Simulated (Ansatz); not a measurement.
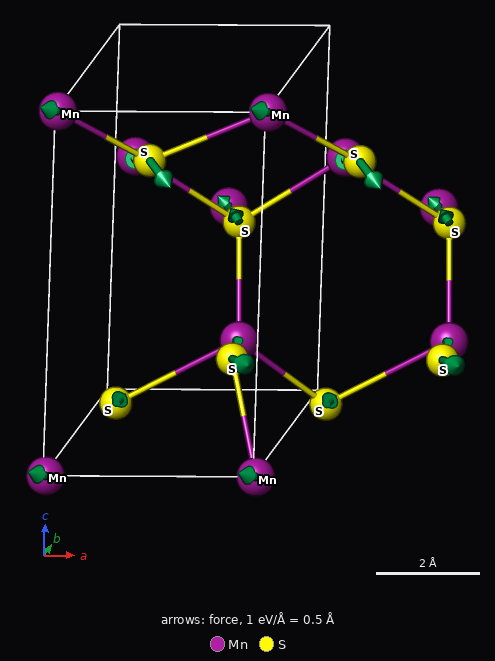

Starting geometry of solid MnS (a generated structure, set up in P1) with the computed forces as green arrows. The picture is a ball-and-stick view of the cell of the calculation, reduced to other axes, repeated 2 × 1 × 1 with one cell outlined, seen slightly off an axis. Lengths and directions refer to the drawn axes.

The start is a distorted structure.

Computed with Ansatz 0.2.0, DFT, PAW plane waves, r2SCAN. (plane-wave cutoff 500 eV; k-point mesh 3 × 3 × 5; occupations fermi dirac; smearing width 0.1068 eV; mesh shifted by (0.5, 0.5, 0.5); collinear spin; cell and atoms relaxed; at most 40 steps)

Question: What follows when this structure is relaxed?

Answer: It isn't relaxed: the largest force vector, on an S atom, is 2.92 eV/Å. The final displacements follow the starting forces only in part (cosine between the two patterns 0.69). An S atom moves most relative to the cell: 0.41 Å roughly along [3 −1 1]. By element the largest moves are S 0.41 Å, Mn 0.23 Å. The volume changes by −11.0 %, with a 4.112 → 3.969 Å (−3.5 %), b 7.016 → 6.713 Å (−4.3 %), c 7.114 → 6.879 Å (−3.3 %), α 79.2° → 80.2°, β 88.7° → 90.0°, γ 74.0° → 72.9°. Near-neighbour distances that change, for instance: Mn–S 3.199 → 2.425 Å, Mn–S 2.812 → 2.425 Å, Mn–S 2.759 → 2.425 Å, Mn–S 2.117 → 2.364 Å. New bonds form: Mn–S (3.20 → 2.43 Å). Among the angles between lasting bonds that change: S–Mn–S 94.4° → 109.9°, Mn–S–Mn 122.8° → 109.0°, Mn–S–Mn 98.7° → 109.9°. The space group (tolerance 0.01 Å) goes from P1 (No. 1) to R3m (No. 160). After 7 accepted moves (9 points after the start) the energy has fallen by 205 meV per atom. Largest force component: 1.9 eV/Å at the start, 0.0024 eV/Å at the end. Pressure: −2.81 GPa at the start and −0.02 GPa at the end. The line search rejected the trial step at point 6 of the run. At 1 point the geometry stayed and the basis and grid were re-selected for the new cell (energy shift of 0.8 meV per atom at most each time). The program noted that the starting moments weren't kept. The run took 8 min on 2 threads of Intel(R) Xeon(R) 6975P-C (Granite Rapids) (shared host), peak memory 1.2 GiB.
